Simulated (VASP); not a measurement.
# SiC with PBE: from relaxation to properties, part 6 of 7

Aim: relax SiC, then compute properties on the relaxed cell. The start is a cell from a database of measured crystal structures.

VASP 6.6.1; PBE; plane waves and PAW (Si, C).

So far, gap on the k-mesh (eV): step 2 (full relaxation (PBE)) 1.78; step 6 (total and projected DOS (PBE)) 1.78; step 8 (volume scan with PBE, volume scale 0.94) 1.75; step 9 (volume scan with PBE, volume scale 0.96) 1.76.

**13. Volume scan with PBE, volume scale 1.04**

File INCAR:

```
SYSTEM = SiC
PREC = Accurate
ENCUT = 520
EDIFF = 1E-06
NELM = 100
ISMEAR = 0
SIGMA = 0.05
LREAL = .FALSE.
ALGO = Normal
GGA = PE
NBANDS = 48
LORBIT = 11
LWAVE = .FALSE.
LCHARG = .FALSE.
KPAR = 8
ISIF = 2
```

File POSCAR:

```
SiC
1.0
    3.1359191731      0.0000000000      0.0000000000
   -1.5679595865      2.7157856681      0.0000000000
    0.0000000000      0.0000000000     20.5088387993
Si C
8 8
Direct
    0.3333333333      0.6666666667      0.2501058413
    0.6666666667      0.3333333333      0.7501058413
    0.3333333333      0.6666666667      0.6250128476
    0.6666666667      0.3333333333      0.1250128476
    0.0000000000      0.0000000000      0.0000970167
    0.0000000000      0.0000000000      0.5000970167
    0.3333333333      0.6666666667      0.8751755169
    0.6666666667      0.3333333333      0.3751755169
    0.3333333333      0.6666666667      0.9688982207
    0.6666666667      0.3333333333      0.4688982207
    0.0000000000      0.0000000000      0.0938727303
    0.0000000000      0.0000000000      0.5938727303
    0.3333333333      0.6666666667      0.3441112040
    0.6666666667      0.3333333333      0.8441112040
    0.3333333333      0.6666666667      0.7187266224
    0.6666666667      0.3333333333      0.2187266224
```

File KPOINTS:

```
Automatic mesh
0
Gamma
8 8 2
0 0 0
```

The projector-augmented-wave data sets are Si and C (PBE family, release 64).

Run with:

```bash
$ mpirun -np 8 vasp_std
```

Output:

```text
[... set-up lines as in an earlier step ...]
 entering main loop
       N       E                     dE             d eps       ncg     rms          rms(c)
DAV:   1     0.168000552030E+03    0.16800E+03   -0.28687E+04  1920   0.119E+03
DAV:   2    -0.116747015205E+03   -0.28475E+03   -0.26714E+03  2496   0.211E+02
DAV:   3    -0.133715480306E+03   -0.16968E+02   -0.16831E+02  2472   0.485E+01
DAV:   4    -0.134006372181E+03   -0.29089E+00   -0.29006E+00  2440   0.718E+00
[...]
DAV:  12    -0.120326475140E+03   -0.34707E-05   -0.20066E-05  2392   0.187E-02    0.103E-02
DAV:  13    -0.120326477369E+03   -0.22286E-05   -0.17253E-06  1704   0.563E-03    0.163E-03
DAV:  14    -0.120326478075E+03   -0.70566E-06   -0.31599E-07  1432   0.220E-03
   1 F= -.12032648E+03 E0= -.12032648E+03  d E =-.582528E-12
```

Wall time 26 s (8 MPI ranks of AMD EPYC 9R14 (Zen 4), shared host); peak memory 2.8 GiB.

Parts of OUTCAR (step 13):

```text
  Total       -8.4232199     -8.4232199     -8.3837281     -0.0000000      0.0000000      0.0000000
  in kB      -77.2657989    -77.2657989    -76.9035421     -0.0000000      0.0000000      0.0000000
  external PRESSURE =     -77.1450466 kB  Pullay stress =       0.0000000 kB

 POSITION                                       TOTAL-FORCE (eV/Angst)
 -----------------------------------------------------------------------------------
     -0.00000      1.81052      5.12938        -0.000000      0.000000     -0.012718
      1.56796      0.90526     15.38380         0.000000     -0.000000     -0.012718
     -0.00000      1.81052     12.81829        -0.000000      0.000000     -0.004789
      1.56796      0.90526      2.56387        -0.000000      0.000000     -0.004789
      0.00000      0.00000      0.00199         0.000000     -0.000000     -0.004577
      0.00000      0.00000     10.25641        -0.000000      0.000000     -0.004577
     -0.00000      1.81052     17.94883         0.000000     -0.000000      0.002355
      1.56796      0.90526      7.69441        -0.000000      0.000000      0.002355
     -0.00000      1.81052     19.87098        -0.000000      0.000000      0.009624
      1.56796      0.90526      9.61656        -0.000000     -0.000000      0.009624
      0.00000      0.00000      1.92522        -0.000000     -0.000000     -0.002699
      0.00000      0.00000     12.17964         0.000000      0.000000     -0.002699
     -0.00000      1.81052      7.05732         0.000000      0.000000      0.006089
      1.56796      0.90526     17.31174        -0.000000      0.000000      0.006089
     -0.00000      1.81052     14.74025        -0.000000     -0.000000      0.006715
      1.56796      0.90526      4.48583         0.000000      0.000000      0.006715
 -----------------------------------------------------------------------------------
    total drift:                                0.000000      0.000000     -0.001421

  FREE ENERGIE OF THE ION-ELECTRON SYSTEM (eV)
  ---------------------------------------------------
  free  energy   TOTEN  =      -120.3264780746 eV

  energy  without entropy=     -120.3264780746  energy(sigma->0) =     -120.32647807

[... 1 part as in an earlier step ...]

[... 2 further parts left out ...]
[key lines of the parts left out:]
E-fermi :   7.7765
```

The pressure falls from -4.04 to -7.71 GPa.

The run ends at a pressure of -7.71 GPa, with forces up to 0.013 eV/Å.

**14. Volume scan with PBE, volume scale 1.06**

A prediction first. A parabola through the 6 pressures of evenly scaled cells so far, P = 0.00 -213.3 t +430 t² GPa with t = ln(V/V₁) and V₁ the volume at scale 1, gives -10.97 GPa at t = +0.0583.

INCAR is that of step 13.

Changes to POSCAR since step 13:

```diff
@@ -2,5 +2,5 @@
 1.0
-    3.1359191731      0.0000000000      0.0000000000
-   -1.5679595865      2.7157856681      0.0000000000
-    0.0000000000      0.0000000000     20.5088387993
+    3.1558937191      0.0000000000      0.0000000000
+   -1.5779468595      2.7330841324      0.0000000000
+    0.0000000000      0.0000000000     20.6394718678
 Si C
```

KPOINTS is that of step 13.

Run with:

```bash
$ mpirun -np 8 vasp_std
```

Output:

```text
[... set-up lines as in an earlier step ...]
 entering main loop
       N       E                     dE             d eps       ncg     rms          rms(c)
DAV:   1     0.167941500219E+03    0.16794E+03   -0.28594E+04  1920   0.119E+03
DAV:   2    -0.115569206599E+03   -0.28351E+03   -0.26627E+03  2472   0.209E+02
DAV:   3    -0.133106715611E+03   -0.17538E+02   -0.17391E+02  2464   0.488E+01
DAV:   4    -0.133421324012E+03   -0.31461E+00   -0.31374E+00  2424   0.737E+00
[...]
DAV:  12    -0.120130228540E+03   -0.37001E-05   -0.21555E-05  2408   0.195E-02    0.102E-02
DAV:  13    -0.120130230791E+03   -0.22505E-05   -0.15868E-06  1696   0.539E-03    0.143E-03
DAV:  14    -0.120130231605E+03   -0.81475E-06   -0.36205E-07  1456   0.223E-03
   1 F= -.12013023E+03 E0= -.12013023E+03  d E =-.394697E-17
```

The job ended after 27 s (8 MPI ranks; peak memory 2.8 GiB; 3.1 min of CPU time).

From OUTCAR (step 14):

```text
  Total      -12.2858388    -12.2858388    -12.2222011     -0.0000000      0.0000000     -0.0000000
  in kB     -110.5710533   -110.5710533   -109.9983217     -0.0000000      0.0000000     -0.0000000
  external PRESSURE =    -110.3801428 kB  Pullay stress =       0.0000000 kB

 POSITION                                       TOTAL-FORCE (eV/Angst)
 -----------------------------------------------------------------------------------
     -0.00000      1.82206      5.16205         0.000000     -0.000000     -0.017111
      1.57795      0.91103     15.48179        -0.000000      0.000000     -0.017111
     -0.00000      1.82206     12.89994         0.000000      0.000000     -0.003371
      1.57795      0.91103      2.58020         0.000000     -0.000000     -0.003371
      0.00000      0.00000      0.00200        -0.000000     -0.000000     -0.005258
      0.00000      0.00000     10.32174         0.000000      0.000000     -0.005258
     -0.00000      1.82206     18.06316        -0.000000      0.000000      0.003420
      1.57795      0.91103      7.74342         0.000000     -0.000000      0.003420
     -0.00000      1.82206     19.99755         0.000000     -0.000000      0.009491
      1.57795      0.91103      9.67781        -0.000000      0.000000      0.009491
      0.00000      0.00000      1.93748         0.000000     -0.000000     -0.002550
      0.00000      0.00000     12.25722        -0.000000      0.000000     -0.002550
     -0.00000      1.82206      7.10227         0.000000     -0.000000      0.008986
      1.57795      0.91103     17.42201        -0.000000      0.000000      0.008986
     -0.00000      1.82206     14.83414         0.000000      0.000000      0.006393
      1.57795      0.91103      4.51440         0.000000      0.000000      0.006393
 -----------------------------------------------------------------------------------
    total drift:                                0.000000      0.000001     -0.000920

  FREE ENERGIE OF THE ION-ELECTRON SYSTEM (eV)
  ---------------------------------------------------
  free  energy   TOTEN  =      -120.1302316055 eV

  energy  without entropy=     -120.1302316055  energy(sigma->0) =     -120.13023161

[... 1 part as in an earlier step ...]

[... 2 further parts left out ...]
[key lines of the parts left out:]
E-fermi :   7.6297
```

The pressure falls from -7.71 to -11.04 GPa. The parabola predicted -10.97 GPa, +0.07 GPa off.

**15. Comparing the runs**

Times are for 8 MPI ranks of AMD EPYC 9R14 (Zen 4), shared host. Results by setting:

```
no.  volume scale  energy above the lowest point (meV/atom)  pressure (GPa)  gap on the k-mesh (eV)  time  memory (GiB)
  1          0.94                                     27.96           14.85                   1.746  25 s           2.8
  2          0.96                                     12.06           9.409                   1.757  25 s           2.8
  3          0.98                                      2.95           4.476                   1.766  25 s           2.8
  4             1                                         0        0.005872                   1.775  26 s           2.8
  5          1.02                                      2.63          -4.045                   1.783  26 s           2.8
  6          1.04                                     10.31          -7.715                   1.790  26 s           2.8
  7          1.06                                     22.58          -11.04                   1.797  27 s           2.8
```

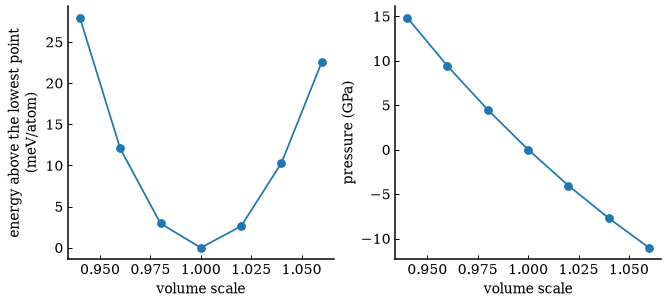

The series as plots.

**16. Fit for PBE**

This step: Birch-Murnaghan fit, PBE; plane waves and PAW (VASP 6.6.1).

Derived from the runs above.

Numbers from this step:

```
pressure derivative of the bulk modulus : 3.919
r.m.s. error of the fit                 : 1.11e-6 eV/atom
minimum inside the sampled range        : yes
bulk modulus                            : 212.4 GPa
equilibrium volume of the fit           : 10.50 Å³/atom
```

The energy above the fitted minimum by volume:

```
volume (Å³/atom)  energy above the fitted minimum (eV/atom)
           9.867                                     0.0280
          10.077                                     0.0121
          10.287                                    0.00295
          10.497                                    -5.4e-7
          10.707                                    0.00263
          10.916                                     0.0103
          11.126                                     0.0226
```

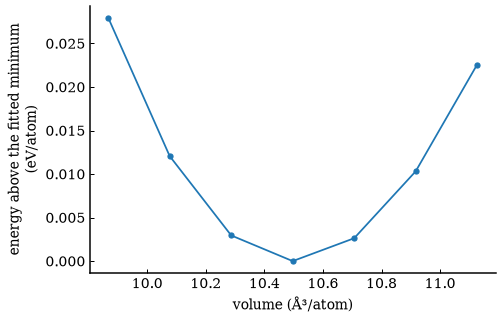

Energy above the fitted minimum against volume.

The fitted volume lies +0.03 % from the relaxed one.

[end of part 6 of 7]

[Lines on the potential files, build, host, timing and source positions are cut from VASP's logs without a mark.]

[Logs are printed without paths, hosts, clocks, repeated set-up lines and the standing remarks that a program may print on its own settings, such as how far it seeks lower states.]

[Hosts, paths, dates, database ids (printed as entryN), source tags and the programs' standing remarks are cut or masked in the printed files.]

[A measured line is paired with the nearest computed mode of its activity, which favours agreement.]
